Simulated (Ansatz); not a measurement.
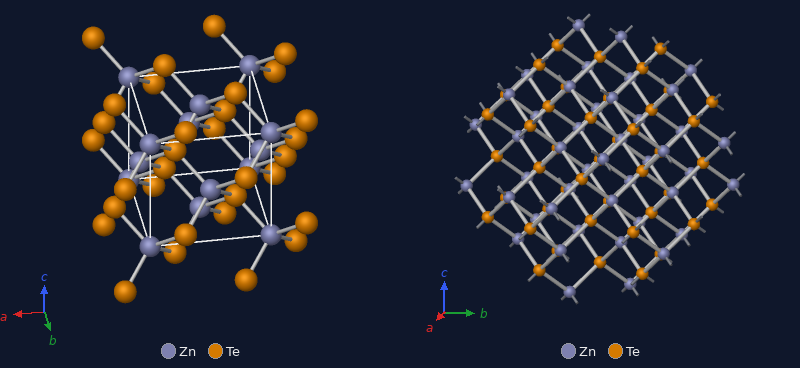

Left: the structure. Right: its underlying net. Nodes are coloured by element. Short stubs are edges that leave the cut-out.

System ZnTe (space group F-43m, No. 216); source of the atomic positions: coordinates from a relaxation with Ansatz, DFT PBE, scalar-relativistic, plane waves, PAW.

Bonds are taken as Te–Zn below 3 Å; no other contact counts. The graph is simplified in the usual way: terminal and isolated atoms are pruned, two-connected atoms become edges.

The result is a uninodal 4-connected, three-periodic net: Zn and Te are 4-connected nodes. It is the dia net, known from diamond, zinc blende and cristobalite. It is a single net, without interpenetration.

```
     node  links  point symbol  coordination sequence
Zn and Te      4            6⁶       4 12 24 42 64 92
```
